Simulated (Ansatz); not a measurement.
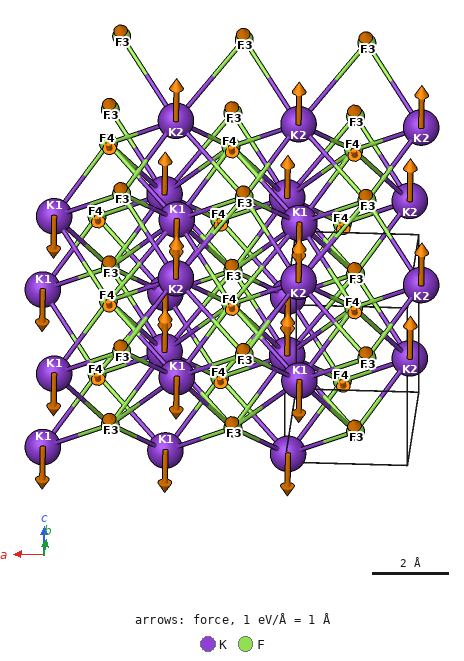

Starting geometry of solid KF (set up in P-1) with the computed forces as orange arrows. A ball-and-stick model of the cell of the calculation, repeated 3 × 2 × 2 with one cell outlined, seen from a free direction.

Case: a zone-boundary wave of random shape, sigma 0.1 Å; relaxed back.

The calculation used DFT PBE, scalar-relativistic, plane waves, PAW (Ansatz 0.2.0).

Input
```yaml
crystal:
  lattice:
    - [-3.258955, 0.0, 0.0]
    - [0.0, 3.258955, 3.258955]
    - [0.0, 3.258955, -3.258955]
  atoms:
    - { symbol: K, position: [-0.0222244411, 0.0480023485, 0.0304579123] }
    - { symbol: K, position: [0.0222244411, 0.4519976515, 0.4695420877] }
    - { symbol: F, position: [0.4657157352, 0.4608808165, -0.0075946302] }
    - { symbol: F, position: [0.5342842648, 0.0391191835, 0.5075946302] }
basis:
  ecutwfc: 420
kpoints:
  mp_grid: { grid: [8, 6, 6] }
hamiltonian:
  xc: pbe
scf:
  occupations: { method: gaussian, width: 0.05 }
output:
  forces: true
  stress: true
  eigenvalues: true
relax:
  adjacent_minimum: "off"
  f_tol: 0.01
  max_steps: 80
  cell: { stress_tol: 0.1 }
```

Launched with:
```bash
ansatz run input.yaml --threads 4 --pin off --max-ram 5120MiB --backend cpu --events-out ev --progress --plain --runs-dir out
```

**What follows when this structure is relaxed?**

It isn't relaxed: the largest force vector, on K atoms, is 1.34 eV/Å. The atoms end up moving mostly along the starting forces (cosine between the two patterns 0.94). The largest moves relative to the cell, 0.26 Å, are those of K1 and K2. K1 goes along [1 −3 −2]. By element the largest moves are K 0.26 Å, F 0.21 Å. The volume changes by +0.1 %, with a 3.259 → 3.260 Å (0.0 %), b 4.609 → 4.608 Å (0.0 %), c 4.609 → 4.612 Å (+0.1 %). Near-neighbour distances that change, for instance: K1–K2 3.775 → 3.261 Å, K1–K2 (another image) 2.754 → 3.260 Å, K1–F3 3.184 → 2.806 Å, K1–F3 (another image) 2.486 → 2.839 Å. The space group (tolerance 0.01 Å) goes from P-1 (No. 2) to P4/nmm (No. 129). Over 4 accepted moves (5 points after the start) the energy falls by 101 meV per atom. Largest force component: 1.3 eV/Å at the start, 0.0016 eV/Å at the end. Pressure: 3.62 GPa at the start and −0.02 GPa at the end. At 1 point the geometry stayed and the basis and grid were re-selected for the new cell (energy shift of less than 0.05 meV per atom at most each time).
